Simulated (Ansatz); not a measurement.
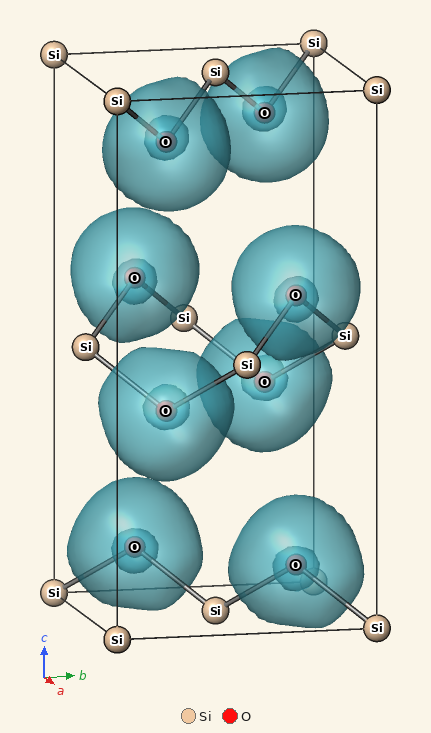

Figure. SiO$_{2}$. Isosurface of the electron localisation function at 0.65 (cyan), seen slightly off an axis. Core shells and regions of very low density are left out. Sticks mark near contacts.

Space group P4₂/nmc; a structure from a database of computed crystals, not necessarily the ambient phase.

The calculation used DFT r2SCAN, scalar-relativistic, plane waves, PAW (Ansatz 0.2.0).

Core electrons are frozen (PAW), and the valence fields are smoothed inside the atomic spheres.

Where are the electrons localised?

The surface consists of eight regions on O in which the atom's valence shell and bonds are merged, counted in one cell of 12 atoms. Regions shared between cells count once. Profiles from the grid: Si–O (1.64 Å): the ELF peaks at about 0.85 between the atoms; a polar covalent bond.
